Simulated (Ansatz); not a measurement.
CaSe

```
Ca Se
1.0
     6.58815    0.00000    0.00000
     0.00000    0.00000   -6.58815
     0.00000    6.58815    0.00000
Ca Se
4 4
Direct
  0.50000 0.50000 0.00000
  0.00000 0.50000 0.50000
  0.00000 0.00000 0.00000
  0.50000 0.00000 0.50000
  0.25000 0.75000 0.25000
  0.75000 0.75000 0.75000
  0.75000 0.25000 0.25000
  0.25000 0.25000 0.75000
```

Space group F-43m; a structure from a database of computed crystals, not necessarily the ambient phase.

Level of theory: DFT PBE, scalar-relativistic, plane waves, PAW (Ansatz).

What will maps of the valence pseudo-density and electron localisation function show?

Ca–Se (2.85 Å): ρ at the midpoint is about 0.24 e/Å³, with its minimum of 0.2 e/Å³ about 1.3 Å from Ca; the ELF is about 0.45 at the midpoint (an ionic contact with no shared pair).

Does the calculation make it a metal, or give it a gap?

It is gapped, with a Kohn–Sham gap of 3.2 eV on the k-point mesh, an upper bound to the gap of this method.

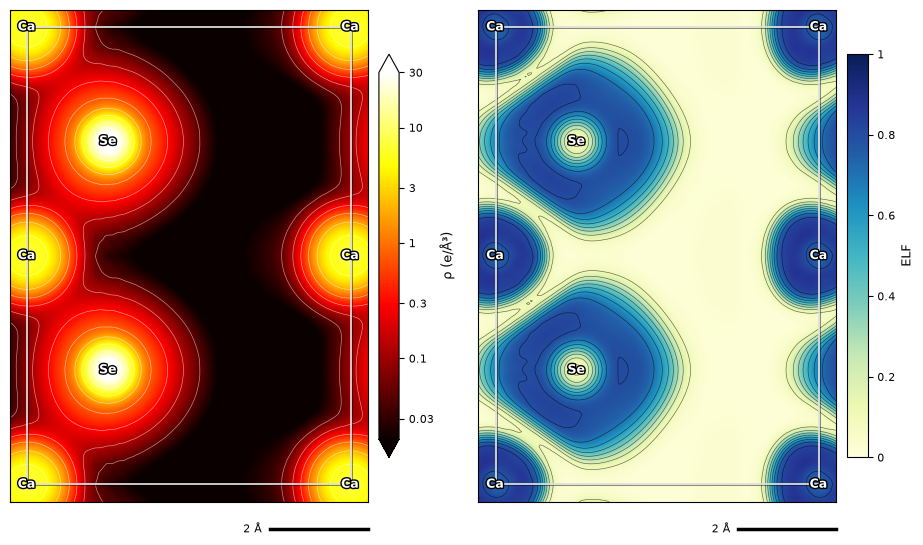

Computed valence pseudo-density and electron localisation function on the (011) plane of the conventional cell, in this order. 
